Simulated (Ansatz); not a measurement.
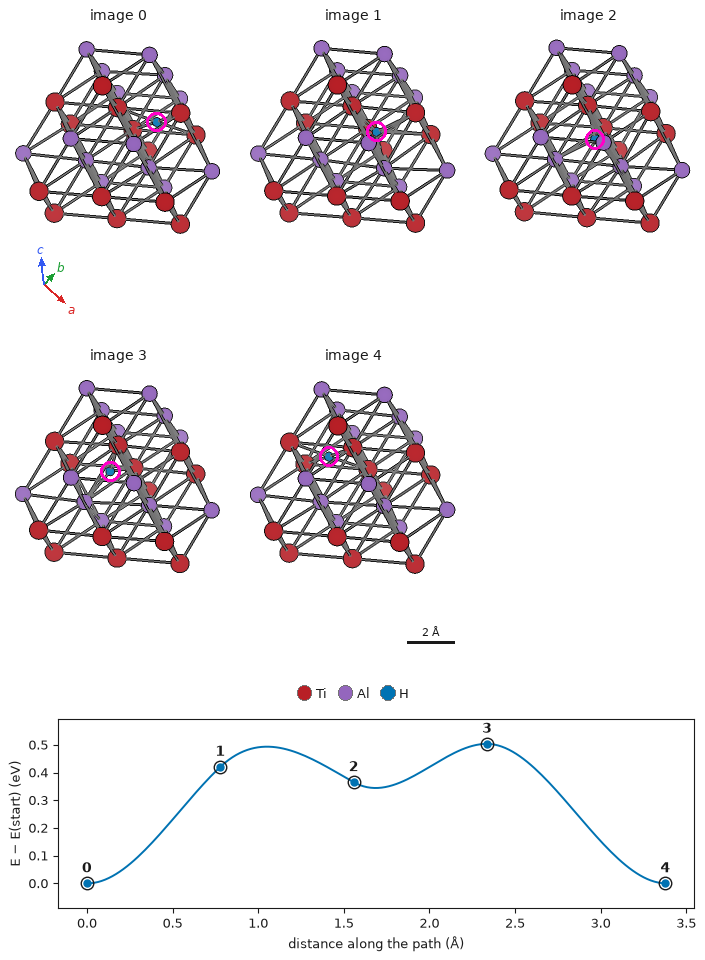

NEB run on a defect cell of composition Ti$_{8}$Al$_{8}$H (17 atoms in the cell). Images are numbered from 0 (start) to 4 (end). The picture is a ball-and-stick view of the atoms within 5.0 Å of the middle of the path, seen slightly off an axis. The moving atom is ringed, with any periodic copies. Bonds to atoms that aren't drawn are left out.

Method: DFT PBE, scalar-relativistic, plane waves, PAW (Ansatz).

The input:
```yaml
crystal:
  lattice:
    - [5.6432814777, 0.0, 4.0782742132]
    - [0.0, -5.6432814777, -4.0782742132]
    - [0.0, 5.6432814777, -4.0782742132]
  atoms:
    - { symbol: Ti, position: [0.251843499, 0.5021285198, 0.250226424] }
    - { symbol: Ti, position: [0.2518303235, 0.2502081105, 0.5021286504] }
    - { symbol: Ti, position: [0.2505020984, 0.7496940773, 0.0002532502] }
    - { symbol: Ti, position: [0.2505255584, 0.0002654922, 0.7497015335] }
    - { symbol: Ti, position: [0.7480466614, 0.2501979529, -0.0016636887] }
    - { symbol: Ti, position: [0.7493767302, 0.4991282374, 0.7497173373] }
    - { symbol: Ti, position: [0.748048485, -0.001680025, 0.2502117361] }
    - { symbol: Ti, position: [0.7494031503, 0.7497050683, 0.4991615977] }
    - { symbol: Al, position: [0.5004797243, 0.750147187, 0.7501554808] }
    - { symbol: Al, position: [0.5000012026, 0.5000015555, 4.8045e-06] }
    - { symbol: Al, position: [0.5000024866, -1.5555e-06, 0.4999951955] }
    - { symbol: Al, position: [0.4996046465, 0.2498160157, 0.2498243668] }
    - { symbol: Al, position: [-1.2026e-06, 0.4910167523, 0.4910172527] }
    - { symbol: Al, position: [-3.81665e-05, 0.7501573995, 0.2497123004] }
    - { symbol: Al, position: [-3.82287e-05, 0.2497423802, 0.7501712447] }
    - { symbol: Al, position: [2.63012e-05, 0.008429552, 0.0084245418] }
    - { symbol: H, position: [0.0005089842, 0.746323277, 0.7462267453] }
basis:
  ecutwfc: 420
  xc_grid: 2
kpoints:
  mp_grid: { grid: [4, 4, 4], shift: [0.5, 0.5, 0.5] }
hamiltonian:
  xc: pbe
scf:
  occupations: { method: gaussian, width: 0.1 }
output:
  forces: true
neb:
  images: 3
  f_tol: 0.05
  max_iterations: 70
  order_check: false
  final_atoms:
    - { symbol: Ti, position: [0.2494031503, 0.4997050683, 0.2491615977] }
    - { symbol: Ti, position: [0.2493767302, 0.2491282374, 0.4997173373] }
    - { symbol: Ti, position: [0.248048485, 0.748319975, 0.0002117361] }
    - { symbol: Ti, position: [0.2480466614, 0.0001979529, 0.7483363113] }
    - { symbol: Ti, position: [0.751843499, 0.2521285198, 0.000226424] }
    - { symbol: Ti, position: [0.7505020984, 0.4996940773, 0.7502532502] }
    - { symbol: Ti, position: [0.7518303235, 0.0002081105, 0.2521286504] }
    - { symbol: Ti, position: [0.7505255584, 0.7502654922, 0.4997015335] }
    - { symbol: Al, position: [0.5000263012, 0.758429552, 0.7584245418] }
    - { symbol: Al, position: [0.4999618335, 0.5001573995, -0.0002876996] }
    - { symbol: Al, position: [0.4999617713, -0.0002576198, 0.5001712447] }
    - { symbol: Al, position: [0.4999987974, 0.2410167523, 0.2410172527] }
    - { symbol: Al, position: [0.0004797243, 0.500147187, 0.5001554808] }
    - { symbol: Al, position: [2.4866e-06, 0.7499984445, 0.2499951955] }
    - { symbol: Al, position: [1.2026e-06, 0.2500015555, 0.7500048045] }
    - { symbol: Al, position: [-0.0003953535, -0.0001839843, -0.0001756332] }
    - { symbol: H, position: [-0.4994910158, 0.496323277, 0.4962267453] }
```

Command:
```bash
ansatz run input.yaml --threads 4 --pin off --max-ram 10240MiB --backend cpu --events-out ev --progress --plain --runs-dir out
```

**What happens along the path, and what is the barrier?**

The path has more than one stage, and so few images may leave a stage unresolved. The H atom travels furthest, 2.82 Å from end to end, along [−2 −1 −1], on a path that bends up to 0.90 Å away from the straight line. At the highest image its nearest neighbour (Al) is 1.73 Å away, against 2.00 Å at the start, and the surrounding atoms stand up to 0.10 Å off the mean of their end positions. The barrier is about 0.50 eV in both directions, with image 3 at the top; the ends have the same energy. The profile has 2 maxima (images 1, 3) with a dip at image 2 (+0.37 eV), so the process runs in steps. The band converged in 13 iterations. The largest component of the band force went from 4.4 to 0.0094 eV/Å. The climbing image converged on the top of the path. Its curvatures weren't checked.

Limits of the set-up: the periodic images lie only 7.0 Å apart, so the values are limited by the cell's size.
